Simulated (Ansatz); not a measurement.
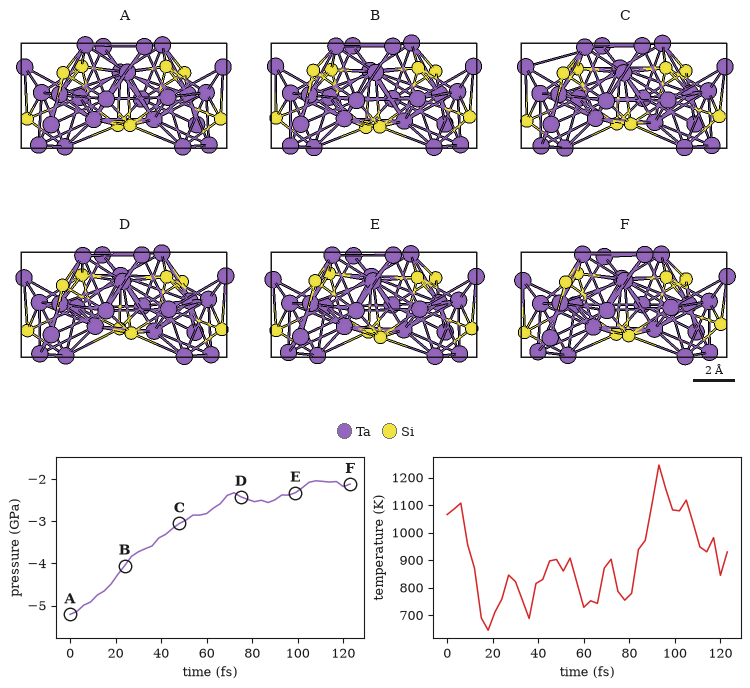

First-principles dynamics of a 32-atom cell of Ta3Si (set up in P4_2/n), 123 fs long. It starts from the last geometry of an earlier run, with fresh velocities. Frames (A at 0 fs, B at 24 fs, C at 48 fs, D at 75 fs, E at 99 fs, F at 123 fs) and the history of the run. A ball-and-stick model of the simulation cell, seen along the b axis. Bonds to atoms that aren't drawn are left out.

Theory: Ansatz, DFT PBEsol, scalar-relativistic, plane waves, PAW. Settings: plane-wave cutoff 420 eV; k-point mesh 2 × 2 × 4; Fermi-Dirac smearing 0.0948 eV; volume 1.03 times that of the relaxed crystal; Langevin thermostat (NVT); set temperature 1100 K; time step 3 fs; friction 0.02 per fs.

### Describe the run.

Root-mean-square distances from the starting positions over the second half, with the common drift of all atoms taken out: Si 0.19 Å, Ta 0.16 Å. The run lasts only 123 fs, too short to tell vibration from diffusion. Over the second half the temperature averages 950 K (spread ±142 K). The potential energy is still drifting at the end, so the run hasn't reached equilibrium. The potential energy in the second half lies on average 112 meV per atom above the first frame. The mean pressure there is −2.3 GPa.

The run took 30 min on 4 threads of Intel(R) Xeon(R) Processor @ 2.50GHz (Skylake/Cascade Lake) (shared host), peak memory 2.9 GiB.
